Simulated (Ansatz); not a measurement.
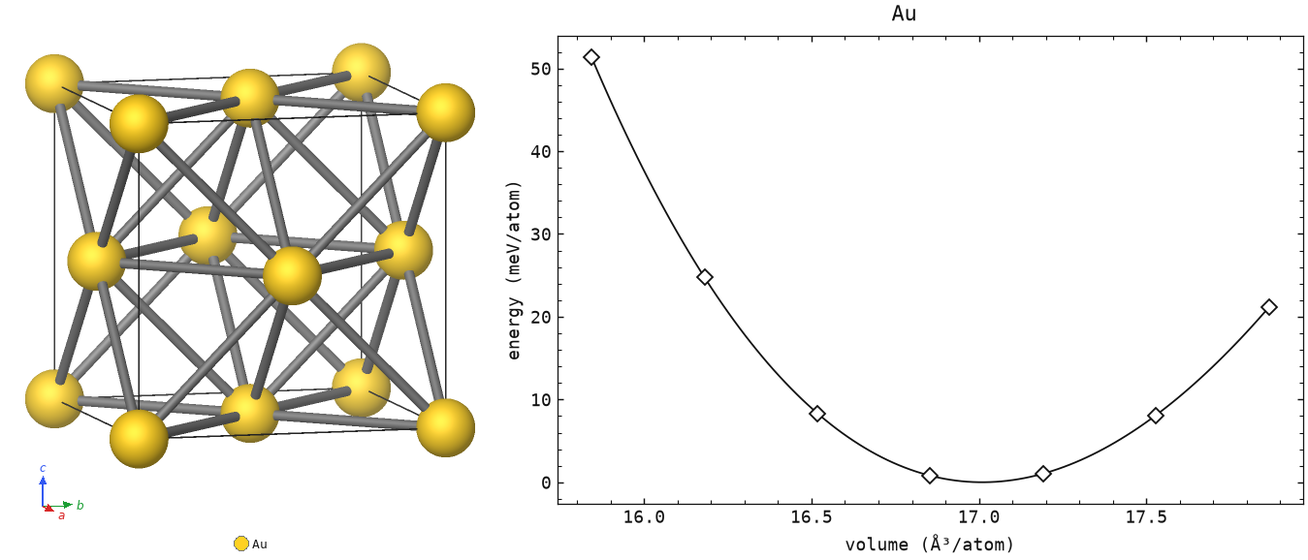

Figure. Energy against volume for Au, space group Fm-3m (No. 225). The conventional cell is drawn beside the plot.

A third-order Birch–Murnaghan fit gives V0 = 17.01 Å³/atom, B0 = 175 GPa and B′ = 5.7. The energy is 51.33 meV/atom at volume 15.84 Å³/atom and 21.12 meV/atom at 17.87 Å³/atom; the lowest computed point is at volume 16.85 Å³/atom (0.79 meV/atom), and no other minimum shows.

Computed with Ansatz 0.2.0: all-electron LAPW DFT, no spin polarisation; energies at scaled volumes of the given cell, shape and fractions fixed, counted from the fit's minimum, third-order Birch-Murnaghan fit. Level: PBEsol.

- k mesh: 11×11×11
- occupations: Fermi–Dirac
- smearing width: 0.05 eV
- potentials: all electron LAPW, scalar relativistic
- program settings: basis error eV/atom 0.0005

Cell as given: a = 2.878 Å, b = 2.878 Å, c = 2.878 Å, α = 60.00°, β = 60.00°, γ = 60.00°; 1 atom.

Caveats: spin-orbit coupling left out, heavy elements.
